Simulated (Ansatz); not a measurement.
The structure in question:

```cif
data_structure
_symmetry_space_group_name_H-M 'C 2/m'
_symmetry_Int_Tables_number 12
_cell_length_a 4.7302
_cell_length_b 2.7310
_cell_length_c 4.4285
_cell_angle_alpha 90.000
_cell_angle_beta 90.000
_cell_angle_gamma 90.000
_cell_volume 57.21
loop_
_atom_site_label
_atom_site_type_symbol
_atom_site_symmetry_multiplicity
_atom_site_Wyckoff_symbol
_atom_site_fract_x
_atom_site_fract_y
_atom_site_fract_z
_atom_site_occupancy
Rh1 Rh 4 i 0.65081 0.50000 0.21613 1
```

What crystal do these data define?

The element is rhodium. The atoms follow space group C2/m (No. 12); the Bravais lattice is base-centred monoclinic. The cell holds four atoms. With all contacts inside bonding distance counted, the coordination numbers are Rh 3. Not all metal-metal contacts are counted.

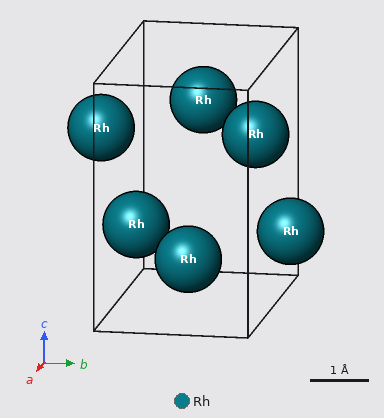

An orthographic ball-and-stick view of the structure, slightly off an axis. The parallelepiped is the conventional unit cell. Colours: rhodium blue.

The structure was taken from a structure listed in the Materials Project. The cell was then strained or its atoms displaced on purpose. Ansatz was used for an electronic-structure calculation on it.

At this level of theory the cell isn't at rest (forces up to 3.0 eV/Å), so its distances can differ from those at equilibrium, the more so the softer the solid.
